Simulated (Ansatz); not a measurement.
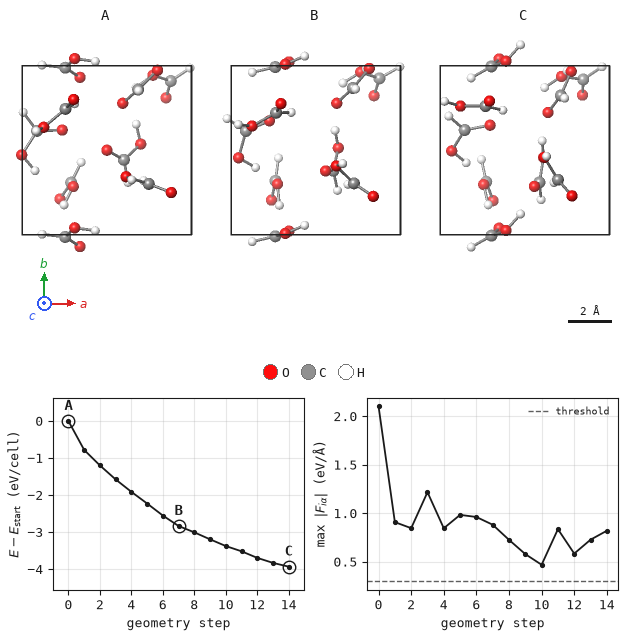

Frames of a relaxation of an amorphous cell of composition H2CO2, marked on the history of the run. The picture is a ball-and-stick view of the cell of the calculation (origin shifted), seen along the c axis.

The cell holds 8 HCOOH. The run prepares the start of a later molecular dynamics calculation, from a guessed geometry.

All numbers below come from DFT LDA, scalar-relativistic, plane waves, PAW (Ansatz 0.2.0). Set-up: plane-wave cutoff 420 eV; k-point mesh 1 × 1 × 1; occupations fermi dirac; smearing width 0.05 eV; no spin polarisation; atoms relaxed in a fixed cell; force threshold 0.3 eV/Å; at most 15 steps.

### What happens along the run?

The relaxation stopped without meeting its thresholds, so the last structure isn't shown to be converged. It used up its limit of 15 steps. After 14 geometry steps the energy has fallen by 3.931 eV per cell of the calculation. The largest force component goes from 2.1 to 0.82 eV/Å. The largest move is that of an O atom, 1.86 Å along [1 −3 1]. By element the largest moves are O 1.86 Å, H 1.70 Å, C 1.09 Å. The lattice vectors keep their values. Near-neighbour distances that change, for instance: H–O 0.980 → 1.055 Å, H–O 0.980 → 1.027 Å, C–O 1.350 → 1.304 Å, H–O 0.980 → 1.007 Å. Among the angles between lasting bonds that change: C–O–H 106.0° → 114.3°, C–O–H 106.0° → 113.3°, C–O–H 106.0° → 111.9°. Cost: 2 min on 1 thread of Intel(R) Xeon(R) Processor @ 2.50GHz (Skylake/Cascade Lake), on a shared host, peak memory 0.46 GiB. From step 0 to 7: an O atom moves most (1.19 Å), energy −2.833 eV per cell of the calculation. From step 7 to 14: an H atom moves most (1.15 Å), energy −1.098 eV per cell of the calculation.

```tsv
step	E − E(0), meV/atom	largest force component, eV/Å
0	0.00	2.1017
1	-19.50	0.9094
2	-29.95	0.8471
3	-39.39	1.2181
4	-47.77	0.8462
5	-55.64	0.9842
6	-63.77	0.9623
7	-70.83	0.8824
8	-75.11	0.7269
9	-79.82	0.5797
10	-84.35	0.4697
11	-87.89	0.8366
12	-92.33	0.5851
13	-95.71	0.7282
14	-98.27	0.8205
```

Limits of the set-up: the periodic images lie only 8.0 Å apart, so the values are limited by the cell's size.
